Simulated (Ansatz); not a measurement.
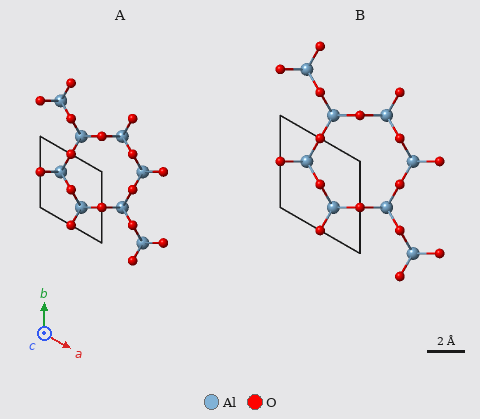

Two geometries of crystalline Al₂O₃ (a generated structure, set up in P6/mmm) (coarse preliminary run), drawn at one scale. One is the start of a relaxation, the other its converged end. A ball-and-stick model of the cell of the calculation, repeated 2 × 2 × 1 with one cell outlined, seen along the c axis.

Computed with DFT PBE, scalar-relativistic, plane waves, PAW in Ansatz 0.2.0. Set-up: plane-wave cutoff 420 eV; k-point mesh 6 × 6 × 4; occupations gaussian; smearing width 0.1 eV; no spin polarisation; cell and atoms relaxed; force threshold 0.04 eV/Å; at most 70 steps.

Which geometry has the lower energy?

Answer. Structure B is the relaxed one. No atom moves by more than 0.005 Å relative to the cell. The drawn cell changes as follows: a = b 3.904 → 5.056 Å (+29.5 %), c 4.047 → 2.529 Å (−37.5 %); the volume changes by +4.8 %. Near-neighbour distances that change, for instance: Al–Al 4.047 → 2.529 Å, Al–Al 2.254 → 2.919 Å, Al–O 2.316 → 1.931 Å. Bond angles that change, for instance: O–Al–O 121.8° → 81.8°, Al–O–Al 121.8° → 81.8°, Al–O–Al 58.2° → 98.2°. The space group stays P6/mmm (No. 191). After 15 accepted moves (18 points after the start) the energy has fallen by 16.495 eV per cell of the calculation. All forces vanish by symmetry, so only the cell relaxes. The pressure goes from 29.12 to 0.08 GPa. The SCF was repeated 3 times at an unchanged geometry on a basis and grid sized afresh for the cell, which shifted the energy by 0.942 eV per cell of the calculation at most.
